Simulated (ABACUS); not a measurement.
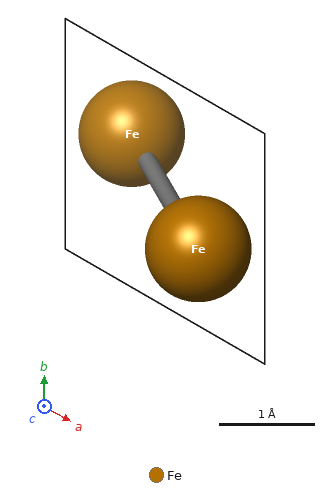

Fig. 1: The input geometry (ball-and-stick view of the cell of the calculation, along the c axis). Near neighbours in the crystal (not all of them lie inside the picture): Fe has 12 Fe at 2.38 to 2.43 Å.

Band-structure run, with input and output: Fe (part 1 of 2)

- system: Fe (P6₃/mmc, 2 atoms in the cell)
- method: Kohn-Sham DFT of a periodic cell, r2SCAN, SG15 ONCV 1.2 PBE, spin-polarised (ABACUS 3.10.1)

The structure derives from a Materials Project entry. It belongs to a series of runs on one base structure; here: bands on the converged density.

## The input
```
INPUT_PARAMETERS
suffix              Fe
calculation         nscf
basis_type          lcao
pseudo_dir          ./
orbital_dir         ./
symmetry            -1
dft_functional      MGGA_X_R2SCAN+MGGA_C_R2SCAN
ecutwfc             100.0
pseudo_rcut         10
nspin               2
nbands              29
ks_solver           genelpa
smearing_method     fd
smearing_sigma      0.00367493
scf_thr             1e-07
scf_nmax            100
mixing_type         broyden
mixing_beta         0.4
mixing_tau          1
init_chg            file
out_band            1
```

## File STRU
```
ATOMIC_SPECIES
Fe 55.8450 Fe_ONCV_PBE-1.2.upf

NUMERICAL_ORBITAL
Fe_confined-atom_7au_3s2p2d1f.orb

LATTICE_CONSTANT
1.8897261246

LATTICE_VECTORS
2.4341575900 0.0000000000 0.0000000000
-1.2170787950 2.1080423098 0.0000000000
0.0000000000 0.0000000000 3.8419344700

ATOMIC_POSITIONS
Direct

Fe
0.0
2
0.6666666667 0.3333333333 0.7500000000 1 1 1 mag 3
0.3333333333 0.6666666667 0.2500000000 1 1 1 mag 3
```

## File KPT
```
K_POINTS
12
Line
0.00000000 0.00000000 0.00000000 10 // G
0.50000000 0.00000000 0.00000000 10 // M
0.33333333 0.33333333 0.00000000 10 // K
0.00000000 0.00000000 0.00000000 10 // G
0.00000000 0.00000000 0.50000000 10 // A
0.50000000 0.00000000 0.50000000 10 // L
0.33333333 0.33333333 0.50000000 10 // H
0.00000000 0.00000000 0.50000000 1 // A
0.50000000 0.00000000 0.50000000 10 // L
0.50000000 0.00000000 0.00000000 1 // M
0.33333333 0.33333333 0.00000000 10 // K
0.33333333 0.33333333 0.50000000 1 // H
```

Hardware: 4 threads of Intel Xeon (Sapphire Rapids), 16 GiB of memory available, shared host.

Launched with:
```bash
OMP_NUM_THREADS=1 mpirun -np 4 abacus > log
```

## The program's output
```
ABACUS v3.10.1

               Atomic-orbital Based Ab-initio Computation at UStc

 ------------------------------------------------------------------------------------

 READING GENERAL INFORMATION
                           global_out_dir = OUT.Fe/
                           global_in_card = INPUT
                               pseudo_dir = ./
                              orbital_dir = ./
                                    DSIZE = 4
                                    GSIZE = 1

 READING UNITCELL INFORMATION
                                    ntype = 1
                  lattice constant (Bohr) = 1.88973
              lattice constant (Angstrom) = 1

 READING ATOM TYPE 1
                               atom label = Fe
                      L=0, number of zeta = 3
                      L=1, number of zeta = 2
                      L=2, number of zeta = 2
                      L=3, number of zeta = 1
             number of atom for this type = 2
               magnetization of element 1 = 3

                        TOTAL ATOM NUMBER = 2
DIRECT COORDINATES
    atom                   x                   y                   z     mag                  vx                  vy                  vz
taud_Fe1            0.6666666667        0.3333333333        0.7500000000  3.0000        0.0000000000        0.0000000000        0.0000000000
taud_Fe2            0.3333333333        0.6666666667        0.2500000000  3.0000        0.0000000000        0.0000000000        0.0000000000

                          Volume (Bohr^3) = 133.038
                             Volume (A^3) = 19.7141

 Lattice vectors: (Cartesian coordinate: in unit of a_0)
             +2.43416                  +0                  +0
             -1.21708            +2.10804                  +0
                   +0                  +0            +3.84193
 Reciprocal vectors: (Cartesian coordinate: in unit of 2 pi/a_0)
             +0.41082           +0.237187                  -0
                   -0           +0.474374                  -0
                   +0                  -0           +0.260286
 The esolver type has been set to : ksdft_lcao

                PAO radial cut off (Bohr) = 10

 Read in pseudopotential file is Fe_ONCV_PBE-1.2.upf
                     pseudopotential type = NC
          exchange-correlation functional = PBE
                 nonlocal core correction = 0
                        valence electrons = 16
                                     lmax = 2
                           number of zeta = 0
                     number of projectors = 6
                           L of projector = 0
                           L of projector = 0
                           L of projector = 1
                           L of projector = 1
                           L of projector = 2
                           L of projector = 2
 XC functional updated to : MGGA_X_R2SCAN+MGGA_C_R2SCAN
          exchange-correlation functional = MGGA_X_R2SCAN+MGGA_C_R2SCAN
     initial pseudo atomic orbital number = 0
 The readin total magnetization is 6

 SETUP THE ELECTRONS NUMBER
            electron number of element Fe = 16
      total electron number of element Fe = 32
            AUTOSET number of electrons:  = 32
                           occupied bands = 16
                                   NLOCAL = 52
                                   NBANDS = 29
                                   NBANDS = 29
                                   NLOCAL = 52

%%%%%%%%%%%%%%%%%%%%%%%%%%%%%%%%%%%%%%%%%%%%%%%%%%%%%%%%%%%%%%%%%%%%%%%%%%%%%%%%%%%%%%%%%%%%%%%%%%%%%%%%%%
 Warning: the number of valence electrons in pseudopotential > 8 for Fe: [Ar] 3d6 4s2
 Pseudopotentials with additional electrons can yield (more) accurate outcomes, but may be less efficient.
 If you're confident that your chosen pseudopotential is appropriate, you can safely ignore this warning.
%%%%%%%%%%%%%%%%%%%%%%%%%%%%%%%%%%%%%%%%%%%%%%%%%%%%%%%%%%%%%%%%%%%%%%%%%%%%%%%%%%%%%%%%%%%%%%%%%%%%%%%%%%

 SETUP THE PLANE WAVE BASIS
 energy cutoff for charge/potential (unit:Ry) = 400
            fft grid for charge/potential = [ 30, 30, 48 ]
                        fft grid division = [ 5, 5, 4 ]
        big fft grid for charge/potential = [ 6, 6, 12 ]
                                     nbxx = 108
                                     nrxx = 10800

 SETUP PLANE WAVES FOR CHARGE/POTENTIAL
                    number of plane waves = 18053
                         number of sticks = 583

 PARALLEL PW FOR CHARGE/POTENTIAL
     PROC   COLUMNS(POT)             PW
        1            146           4516
        2            146           4516
        3            146           4512
        4            145           4509
 --------------- sum -------------------
        4            583          18053
                            number of |g| = 857
                                  max |g| = 36.1713
                                  min |g| = 0.22503

----------- Double Check Mixing Parameters Begin ------------
mixing_type: broyden
mixing_beta: 0.4
mixing_gg0: 1
mixing_gg0_min: 0.1
mixing_beta_mag: 1.6
mixing_gg0_mag: 0
mixing_ndim: 8
----------- Double Check Mixing Parameters End ------------

 SETUP K-POINTS
                                    nspin = 2
                                   nkstot = 93
K-POINTS DIRECT COORDINATES
 KPOINTS    DIRECT_X    DIRECT_Y    DIRECT_Z  WEIGHT
       1  0.00000000  0.00000000  0.00000000  1.0000
       2  0.05000000  0.00000000  0.00000000  1.0000
       3  0.10000000  0.00000000  0.00000000  1.0000
       4  0.15000000  0.00000000  0.00000000  1.0000
       5  0.20000000  0.00000000  0.00000000  1.0000
       6  0.25000000  0.00000000  0.00000000  1.0000
       7  0.30000000  0.00000000  0.00000000  1.0000
       8  0.35000000  0.00000000  0.00000000  1.0000
       9  0.40000000  0.00000000  0.00000000  1.0000
      10  0.45000000  0.00000000  0.00000000  1.0000
      11  0.50000000  0.00000000  0.00000000  1.0000
      12  0.48333333  0.03333333  0.00000000  1.0000
      13  0.46666667  0.06666667  0.00000000  1.0000
      14  0.45000000  0.10000000  0.00000000  1.0000
      15  0.43333333  0.13333333  0.00000000  1.0000
      16  0.41666666  0.16666666  0.00000000  1.0000
      17  0.40000000  0.20000000  0.00000000  1.0000
      18  0.38333333  0.23333333  0.00000000  1.0000
      19  0.36666666  0.26666666  0.00000000  1.0000
      20  0.35000000  0.30000000  0.00000000  1.0000
      21  0.33333333  0.33333333  0.00000000  1.0000
      22  0.30000000  0.30000000  0.00000000  1.0000
      23  0.26666666  0.26666666  0.00000000  1.0000
      24  0.23333333  0.23333333  0.00000000  1.0000
      25  0.20000000  0.20000000  0.00000000  1.0000
      26  0.16666666  0.16666666  0.00000000  1.0000
      27  0.13333333  0.13333333  0.00000000  1.0000
      28  0.10000000  0.10000000  0.00000000  1.0000
      29  0.06666667  0.06666667  0.00000000  1.0000
      30  0.03333333  0.03333333  0.00000000  1.0000
[... 63 further k points ...]

           k-point number in this process = 93
       minimum distributed K point number = 93
                             nks(nspin=2) = 186
                          nkstot(nspin=2) = 186

[... K-POINTS CARTESIAN COORDINATES: 186 rows ...]

[... K-POINTS DIRECT COORDINATES: 186 rows ...]

 SETUP PLANE WAVES FOR WAVE FUNCTIONS
     energy cutoff for wavefunc (unit:Ry) = 100
              fft grid for wave functions = [ 30, 30, 48 ]
                    number of plane waves = 2941
                         number of sticks = 169

 PARALLEL PW FOR WAVE FUNCTIONS
     PROC   COLUMNS(POT)             PW
        1             42            736
        2             42            736
        3             42            736
        4             43            733
 --------------- sum -------------------
        4            169           2941

 SET NONLOCAL PSEUDOPOTENTIAL PROJECTORS
 max number of nonlocal projetors among all species is 6

 -------------------------------------------
 NONSELF-CONSISTENT
 -------------------------------------------

 SETUP SEARCHING RADIUS FOR PROGRAM TO SEARCH ADJACENT ATOMS
                  longest orb rcut (Bohr) = 7
   longest nonlocal projector rcut (Bohr) = 2.16
                     search radius (Bohr) = 18.3
              searching radius is (Bohr)) = 18.3
         searching radius unit is (Bohr)) = 1.89
                         PeriodicBoundary = 1
                        Radius(unit:lat0) = 9.7
                                   glayer = [ 6, 6, 4 ]
                             glayer_minus = [ 5, 5, 3 ]

Find the coordinate range of the input atom(unit:lat0).
                                  min_tau = [ -18.3, -9.84, -10.6 ]
                                  max_tau = [ 19.5, 11.9, 14.4 ]
                                BoxNumber = [ 11, 11, 7 ]

 SETUP EXTENDED REAL SPACE GRID FOR GRID INTEGRATION
                          real space grid = [ 30, 30, 48 ]
                 big cell numbers in grid = [ 6, 6, 12 ]
             meshcell numbers in big cell = [ 5, 5, 4 ]
                        extended fft grid = [ 11, 11, 12 ]
                dimension of extened grid = [ 29, 29, 37 ]
                            UnitCellTotal = 100
              Atom number in sub-FFT-grid = 2
    Local orbitals number in sub-FFT-grid = 52
                                ParaV.nnr = 99034
                                 init_chg = file
 try to read charge from file
 Read in the charge density: OUT.Fe//Fe-CHARGE-DENSITY.restart
 try to read kinetic energy density from file
 Read in the kinetic energy density: OUT.Fe//Fe-TAU-DENSITY.restart

 LCAO ALGORITHM --------------- ION=   1  ELEC=   1--------------------------------
[... levels at 186 k points of this process ...]

          total magnetism (Bohr mag/cell) = 5.25062
       absolute magnetism (Bohr mag/cell) = 5.60216
                        nelec for spin up = 18.6253
                      nelec for spin down = 13.3747

 Density error is 0.00000000000
```
